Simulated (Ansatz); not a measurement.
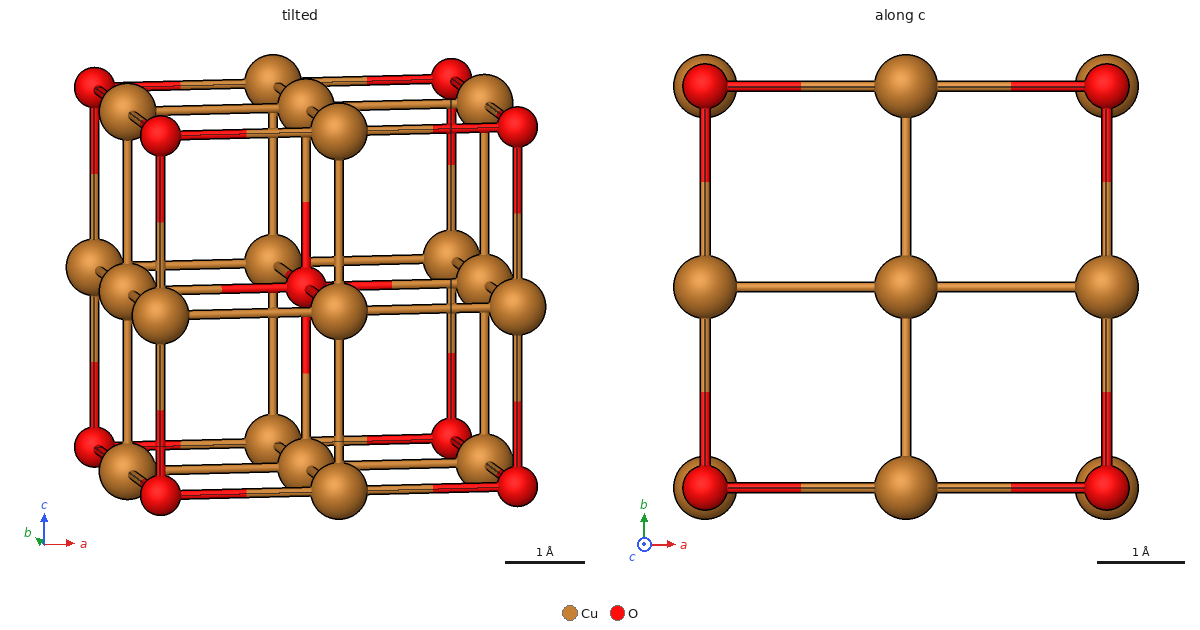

A ball-and-stick rendering, viewed slightly off an axis and along the c axis. One conventional unit cell is framed, with atoms on its boundary repeated. Cell: a = 4.63 Å, b = 4.63 Å, c = 4.63 Å, α = 90.00°, β = 90.00°, γ = 90.00°.

Provenance: a random cell made by a generator, so it need not be a real form of the compound. Earlier steps of the study, as a rule a relaxation of our own, may have changed the cell and positions, so they can lie some per cent off the listed ones. A calculation with Ansatz used it as input.

**Explain the picture.**

Composition: Cu3O. It belongs to space group Im-3m (No. 229) and has a body-centred cubic lattice. Content of the cell: 6 Cu, 2 O (Z = 2). The neighbours of Cu are four Cu and two O in an octahedral arrangement (about 2.3 Å to Cu, 2.3 Å to O). O is linked to six Cu in an octahedral arrangement at about 2.3 Å. The bonds build a three-dimensional framework.

Setup: DFT PBE, scalar-relativistic, plane waves, PAW (Ansatz 0.2.0); a basis cut at 420 eV, k-points about 0.14 Å⁻¹ apart, Gaussian smearing of 0.1 eV, no spin polarisation.

**Is it conducting or gapped at this level?**

A metal: bands cross the Fermi level.

**What charge does Bader's analysis assign to each element?**

Cu +0.31 e; O -0.93 e.

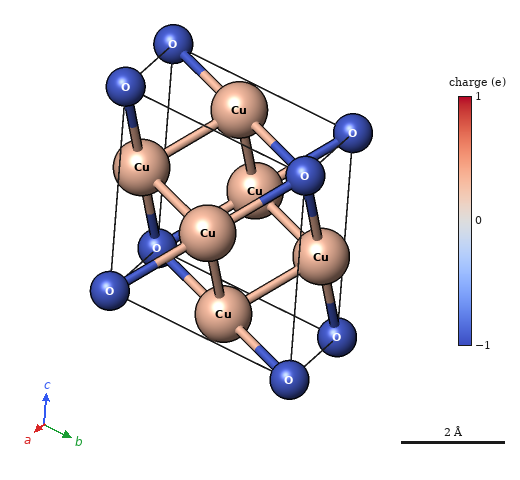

The atoms coloured by those charges. The run's cell of 4 atoms is drawn, so axes and origin can differ from the first picture.

**Can this geometry be taken as optimised?**

Yes. All forces vanish to within 0.01 eV/Å. The pressure is 0.0 GPa, close to zero.
